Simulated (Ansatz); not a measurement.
**Two runs on WS3**

System: WS3 (Pm-3m, 4 atoms in the cell).
Method of run 1: DFT PBEsol, scalar-relativistic, plane waves, PAW, no spin polarisation (Ansatz 0.2.0).

Text and figures count atoms from 1; the logs count them from 0 in places.

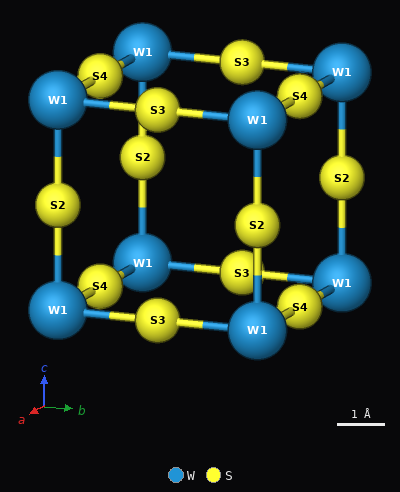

Figure 1. The starting structure (ball-and-stick view of the cell of the calculation, seen slightly off an axis; atoms are numbered from 1 in the order of the input). An atom can appear more than once, as a periodic image. Near neighbours in the periodic cell (some may lie outside the picture): W has 6 S at 2.32 Å; S has 2 W at 2.32 Å.

**Input file, run 1**
```yaml
crystal:
  lattice:
    - [4.6369163511, 0.0, 0.0]
    - [0.0, 4.6369163511, 0.0]
    - [0.0, 0.0, 4.6369163511]
  atoms:
    - { symbol: W, position: [0.0, 0.0, 0.0] }
    - { symbol: S, position: [0.0, 0.0, 0.5] }
    - { symbol: S, position: [0.0, 0.5, 0.0] }
    - { symbol: S, position: [0.5, 0.0, 0.0] }
basis:
  ecutwfc: 420
kpoints:
  mp_grid: { grid: [10, 10, 10] }
hamiltonian:
  xc: pbesol
scf:
  occupations: { method: fermi_dirac, width: 0.15 }
output:
  forces: true
  stress: true
  eigenvalues: true
relax:
  adjacent_minimum: "off"
  f_tol: 0.001
  max_steps: 60
  cell: { stress_tol: 0.01 }
```

Launched with:
```bash
ansatz run input.yaml --threads 2 --pin off --max-ram 6144MiB --backend cpu --events-out ev --progress --plain --runs-dir out
```

Hardware: 2 threads of Intel Xeon @ 2.50GHz (Skylake/Cascade Lake), 189 GiB of memory available, shared host.

**Output, shortened to warnings, some set-up lines, iterations and results (run 1)**
```
Basis set: ecut = 420 eV, 1935 PW (Γ), exchange–correlation on 64×64×64 points (8 copies of the dense FFT grid, shifted against one another)
Symmetry: 48 space group operations
k-points: 56 of 1000
Initial density: superposition of atomic densities (neutral atoms: chi_scale 0, normalization atom), corrected by the library's trained network
[...]
SCF iter   1: F=—  HF=-12911.509112 eV  |F-HF|=—  |Δ(HF+E_count)|=         —  Δρ=1.32e-2  dr2=3.77e-1  ethr=1.77e-3  ⟨swp⟩=5.7  Hψ=13680  notcnv=0  defer=55
SCF iter   2: F=—  HF=-12911.464878 eV  |F-HF|=—  |Δ(HF+E_count)|=   4.42e-2  Δρ=6.81e-3  dr2=1.02e-1  ethr=1.18e-3  ⟨swp⟩=2.3  Hψ=2630  notcnv=0  defer=79
SCF iter   3: F=—  HF=-12911.449052 eV  |F-HF|=—  |Δ(HF+E_count)|=   1.58e-2  Δρ=7.59e-4  dr2=9.99e-4  ethr=3.17e-4  ⟨swp⟩=2.0  Hψ=1748  notcnv=0  defer=79
SCF iter   4: F=—  HF=-12911.448927 eV  |F-HF|=—  |Δ(HF+E_count)|=   1.25e-4  Δρ=9.73e-5  dr2=7.76e-6  ethr=3.12e-6  ⟨swp⟩=2.5  Hψ=2054  notcnv=0  defer=79
SCF iter   5: F=—  HF=-12911.449102 eV  |F-HF|=—  |Δ(HF+E_count)|=   1.76e-4  Δρ=8.91e-6  dr2=8.08e-8  ethr=3.13e-10  ⟨swp⟩=10.0  Hψ=9077  notcnv=0
[... 17 lines ...]
SCF iter   3: F=—  HF=-12911.449246 eV  |F-HF|=—  |Δ(HF+E_count)|=  1.76e-10  Δρ=6.30e-7  dr2=1.07e-10  ethr=5.54e-12  ⟨swp⟩=1.0  Hψ=1456  notcnv=0
SCF iter   4: F=—  HF=-12911.449246 eV  |F-HF|=—  |Δ(HF+E_count)|=  3.46e-11  Δρ=1.48e-7  dr2=2.66e-11  ethr=1.00e-12  ⟨swp⟩=2.5  Hψ=2367  notcnv=0
SCF iter   5: F=-12911.449246 eV  HF=-12911.449246 eV  |F-HF|=1.82e-12  |Δ(HF+E_count)|=  3.64e-12  Δρ=2.79e-8  dr2=1.30e-12  ethr=1.00e-12  ⟨swp⟩=6.0  Hψ=6655  notcnv=0
SCF 4 converged in 5 iterations: F = -12911.449246 eV  dr2 = 1.30e-12
relax step   4: F+E_penalty+E_count = -12911.44924597 eV  Δ(F+E_penalty+E_count) = -2.120e-5 eV  max|allowed force component| = 1.134e-30 eV/Å  Δτ_max = 0.0000 Å  P = -0.000 …
basis re-selected at this cell: Δ(F+E_penalty+E_count) = -2.120e-5 eV, ΔP = +0.000 GPa vs the last step (what re-selecting the basis moved, of the pressure what is left beyond the Pulay correction that the steps carried, after the strain that the cell walked since its last selection, with what the …
SCF converged after 5 iterations
Free energy (F): -12911.449246 eV
Harris-Foulkes:  -12911.449246 eV  (|F-HF|=1.82e-12)
Internal energy: -12911.281320 eV  (E = F + TS)
E sigma→0 (E₀):  -12911.365283 eV
Entropy (-TS):   -0.167926 eV (-41.982 meV/atom)
Fermi energy:    5.565260 eV
--- Per-component energies (eV) ---
  E_band       = -342.934141
  E_kinetic    = 769.003712
  E_local      = -2280.840817  (includes V_loc(G=0)·N_el)
  E_nonlocal   = 88.134990
  E_hartree    = 859.888857
  E_xc         = -551.026601
  E_vxc        = -497.251769  (∫ρ·V_xc dr)
  E_paw        = -10188.255969  (= ΣΔE_a)
  E_vpaw       = -141.757956  (= ΣTr[D̂ρ^β])
  E_aug_tail   = -0.000054  (compensation charges beyond the density's cutoff)
  E_ewald      = -1608.593079
  E_core_change = 0.407640  (= ΣΔE_core)
  E_smearing   = -0.167926  (= −TS)
  E_closure    = 0.000000  (closes the sum)
  Σ components = -12911.449246   (vs F -12911.449246, Δ=0.00e0)
--- Forces (eV/Å), atoms counted from 1 ---
  atom   1  W      0.00000000     0.00000000    -0.00000000
  atom   2  S      0.00000000    -0.00000000    -0.00000000
  atom   3  S     -0.00000000    -0.00000000     0.00000000
  atom   4  S     -0.00000000    -0.00000000     0.00000000
  max |Σ_I F_I| component: 7.23e-31 eV/Å
--- Stress (GPa, compression-positive) ---
       -0.000120      -0.000000      -0.000000
       -0.000000      -0.000120       0.000000
       -0.000000       0.000000      -0.000120
  P = ⅓ Tr σ = -0.0001 GPa (-0.001 kbar)
--- Relaxed structure (3 steps of the walk, 3 accepted, 1 SCFs on fresh bases) ---
  F+E_penalty+E_count = -12911.44924597 eV   max|allowed force component| = 1.134e-30 eV/Å   (the final SCF, on the basis selected at the relaxed cell)
  cell:  # Å, volume = 99.9085 Å³
    - [4.640172637906837, 1.2839532962581572e-34, -1.6049416203226965e-35]
    - [3.209883240645393e-35, 4.640172637906837, 0.0]
    - [-1.6049416203226965e-35, 0.0, 4.640172637906837]
  atoms:
[...]
```

For run 2 the input was changed thus:
```diff
-  occupations: { method: fermi_dirac, width: 0.15 }
+  occupations: { method: gaussian, width: 0.1 }
+  write_density: true
+  write_potential: true
+  elf: true
+  volumetric_format: npy
-  f_tol: 0.001
-  max_steps: 60
-  cell: { stress_tol: 0.01 }
+  f_tol: 0.005
+  max_steps: 80
+  cell: { stress_tol: 0.05 }
```

How does run 2 compare with run 1?

The total energy of run 2 is 4.4 meV per atom lower, which comes with the changed settings and measures no stability. The volume per atom goes from 24.98 to 24.92 Å³. The SCF takes 12 iterations over all geometry steps against 19. On the same kind of shared host run 2 took about 0.47 times as long.

**Output, shortened to warnings, some set-up lines, iterations and results (run 2)**
```
Basis set: ecut = 420 eV, 1935 PW (Γ), exchange–correlation on 64×64×64 points (8 copies of the dense FFT grid, shifted against one another)
Symmetry: 48 space group operations
k-points: 56 of 1000
Initial density: superposition of atomic densities (neutral atoms: chi_scale 0, normalization atom), corrected by the library's trained network
[...]
SCF iter   1: F=—  HF=-12911.435439 eV  |F-HF|=—  |Δ(HF+E_count)|=         —  Δρ=1.18e-2  dr2=2.99e-1  ethr=1.77e-3  ⟨swp⟩=5.8  Hψ=5853  notcnv=0
SCF iter   2: F=—  HF=-12911.387602 eV  |F-HF|=—  |Δ(HF+E_count)|=   4.78e-2  Δρ=3.64e-3  dr2=1.95e-2  ethr=9.34e-4  ⟨swp⟩=2.1  Hψ=2203  notcnv=0
SCF iter   3: F=—  HF=-12911.383946 eV  |F-HF|=—  |Δ(HF+E_count)|=   3.66e-3  Δρ=1.31e-3  dr2=1.42e-3  ethr=6.09e-5  ⟨swp⟩=2.3  Hψ=1585  notcnv=0
SCF iter   4: F=—  HF=-12911.383845 eV  |F-HF|=—  |Δ(HF+E_count)|=   1.01e-4  Δρ=1.67e-4  dr2=3.70e-5  ethr=4.43e-6  ⟨swp⟩=2.0  Hψ=1967  notcnv=0
SCF iter   5: F=—  HF=-12911.384044 eV  |F-HF|=—  |Δ(HF+E_count)|=   2.00e-4  Δρ=5.16e-5  dr2=3.81e-6  ethr=1.16e-7  ⟨swp⟩=2.0  Hψ=1690  notcnv=0
[... 6 lines ...]
SCF iter   3: F=—  HF=-12911.384046 eV  |F-HF|=—  |Δ(HF+E_count)|=   3.42e-9  Δρ=1.08e-6  dr2=2.26e-9  ethr=1.58e-11  ⟨swp⟩=2.5  Hψ=1734  notcnv=0
SCF iter   4: F=—  HF=-12911.384046 eV  |F-HF|=—  |Δ(HF+E_count)|=   3.66e-9  Δρ=4.79e-7  dr2=1.18e-10  ethr=7.07e-12  ⟨swp⟩=2.0  Hψ=1792  notcnv=0
SCF iter   5: F=-12911.384046 eV  HF=-12911.384046 eV  |F-HF|=5.82e-11  |Δ(HF+E_count)|=  1.24e-10  Δρ=1.96e-7  dr2=3.63e-11  ethr=1.00e-12  ⟨swp⟩=6.7  Hψ=5612  notcnv=0
SCF 2 converged in 5 iterations: F = -12911.384046 eV  dr2 = 3.63e-11
relax step   2: F+E_penalty+E_count = -12911.38404641 eV  Δ(F+E_penalty+E_count) = -8.744e-9 eV  max|allowed force component| = 2.753e-30 eV/Å  Δτ_max = 0.0000 Å  P = +0.003 …
basis re-selected at this cell: Δ(F+E_penalty+E_count) = -8.744e-9 eV, ΔP = +0.000 GPa vs the last step (what re-selecting the basis moved, of the pressure what is left beyond the Pulay correction that the steps carried, after the strain that the cell walked since its last selection, with what the …
SCF converged after 5 iterations
Free energy (F): -12911.384046 eV
Harris-Foulkes:  -12911.384046 eV  (|F-HF|=5.82e-11)
Internal energy: -12911.381894 eV  (E = F + TS)
E sigma→0 (E₀):  -12911.382970 eV
Entropy (-TS):   -0.002152 eV (-0.538 meV/atom)
Fermi energy:    5.568633 eV
--- Per-component energies (eV) ---
  E_band       = -342.564742
  E_kinetic    = 769.007692
  E_local      = -2279.086513  (includes V_loc(G=0)·N_el)
  E_nonlocal   = 88.106741
  E_hartree    = 859.246709
  E_xc         = -551.094789
  E_vxc        = -497.341420  (∫ρ·V_xc dr)
  E_paw        = -10188.246603  (= ΣΔE_a)
  E_vpaw       = -141.744438  (= ΣTr[D̂ρ^β])
  E_aug_tail   = -0.000054  (compensation charges beyond the density's cutoff)
  E_ewald      = -1609.722717
  E_core_change = 0.407640  (= ΣΔE_core)
  E_smearing   = -0.002152  (= −TS)
  E_closure    = 0.000000  (closes the sum)
  Σ components = -12911.384046   (vs F -12911.384046, Δ=0.00e0)
--- Forces (eV/Å), atoms counted from 1 ---
  atom   1  W     -0.00000000     0.00000000    -0.00000000
  atom   2  S      0.00000000     0.00000000    -0.00000000
  atom   3  S      0.00000000    -0.00000000    -0.00000000
  atom   4  S      0.00000000    -0.00000000     0.00000000
  max |Σ_I F_I| component: 1.58e-30 eV/Å
--- Stress (GPa, compression-positive) ---
        0.002614       0.000000       0.000000
       -0.000000       0.002614       0.000000
        0.000000       0.000000       0.002614
  P = ⅓ Tr σ = 0.0026 GPa (0.026 kbar)
--- Relaxed structure (1 steps of the walk, 1 accepted, 1 SCFs on fresh bases) ---
  F+E_penalty+E_count = -12911.38404641 eV   max|allowed force component| = 2.753e-30 eV/Å   (the final SCF, on the basis selected at the relaxed cell)
  cell:  # Å, volume = 99.6983 Å³
    - [4.6369163511, 0.0, 0.0]
    - [0.0, 4.6369163511, 0.0]
    - [0.0, 0.0, 4.6369163511]
  atoms:
    - { symbol: W, position: [0.0, 0.0, 0.0] }
    - { symbol: S, position: [0.0, 0.0, 0.5] }
    - { symbol: S, position: [0.0, 0.5, 0.0] }
    - { symbol: S, position: [0.5, 0.0, 0.0] }
```

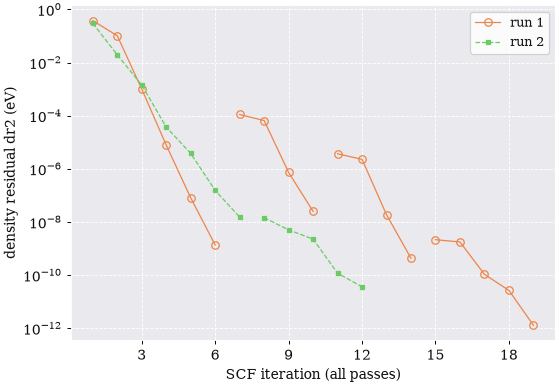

Figure 2. Convergence of the two runs: density residual dr2 against the SCF iteration. A break in a curve parts two SCF passes. Run 1 takes 19 iterations in all, and run 2 takes 12.

**The two runs side by side**

| quantity | run 1 | run 2 |
| --- | --- | --- |
| outcome | converged | converged |
| free energy per atom (eV) | −3227.8623 | −3227.8460 |
| energy per atom, smearing taken to zero (eV) | −3227.8413 | −3227.8457 |
| gap on the mesh (eV) | 0.00 | 0.00 |
| pressure (GPa) | 0.00 | 0.00 |
| volume per atom (Å³) | 24.98 | 24.92 |
| largest force (eV/Å) | 0.000 | 0.000 |
| SCF iterations | 19 | 12 |
| irreducible k-points | 56 | 56 |
| wall time (shared host) | 40 s | 19 s |

For both runs: Spin–orbit coupling is left out, which matters for W. For run 1: Results for this metal are sensitive to the k-point mesh.
